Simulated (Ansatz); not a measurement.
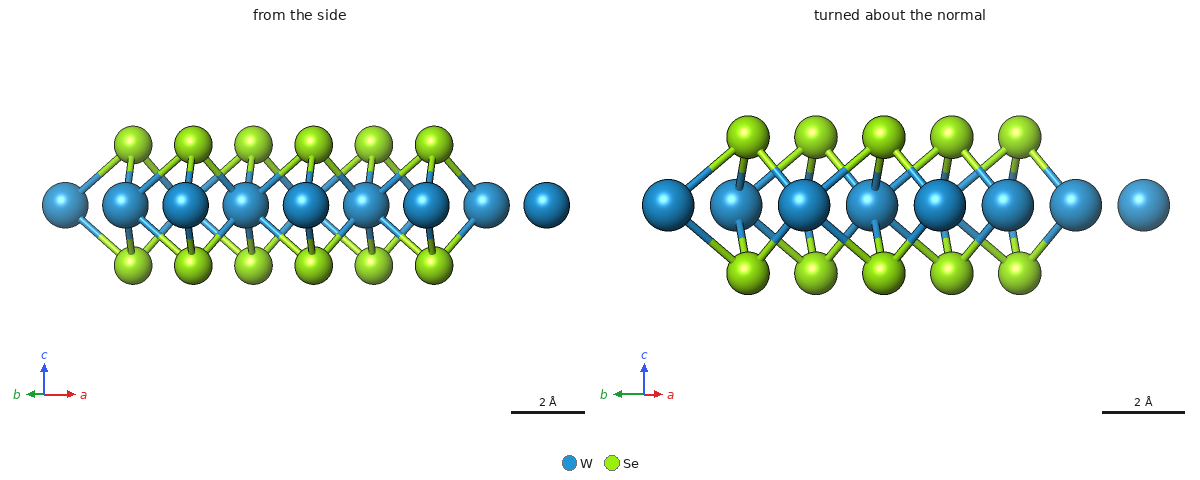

A ball-and-stick picture of a periodic sheet, seen from the side and turned about the normal. The surface normal points up in side views; the vacuum is left out. 3×2 cells are drawn in the plane, with atoms at the edges repeated.

The cell holds 1 W, 2 Se.

### Name the terminations.

The top face ends in Se, the bottom face in Se. The two faces are alike.

### How far does the slab extend along the normal?

About 3.3 Å from the lowest to the highest atom.

### What is the order of the atomic planes, starting from the top?

Three planes: Se / W / Se.

### How are the atoms coordinated and connected?

About every W there are six Se in a distorted trigonal prismatic arrangement at about 2.4 to 2.8 Å. The coordination shell of Se holds three W in a trigonal pyramidal arrangement at about 2.4 to 2.8 Å. Not all metal-metal contacts are counted. The bonds build WSe2 layers parallel to the surface.

It goes back to a structure listed in the Materials Project. The cell was then strained or its atoms displaced on purpose. Ansatz was used for an electronic-structure calculation on it.

At this level of theory the run's own cell isn't at rest (forces up to 5.0 eV/Å), so its distances can differ from those at equilibrium, the more so the softer the solid.
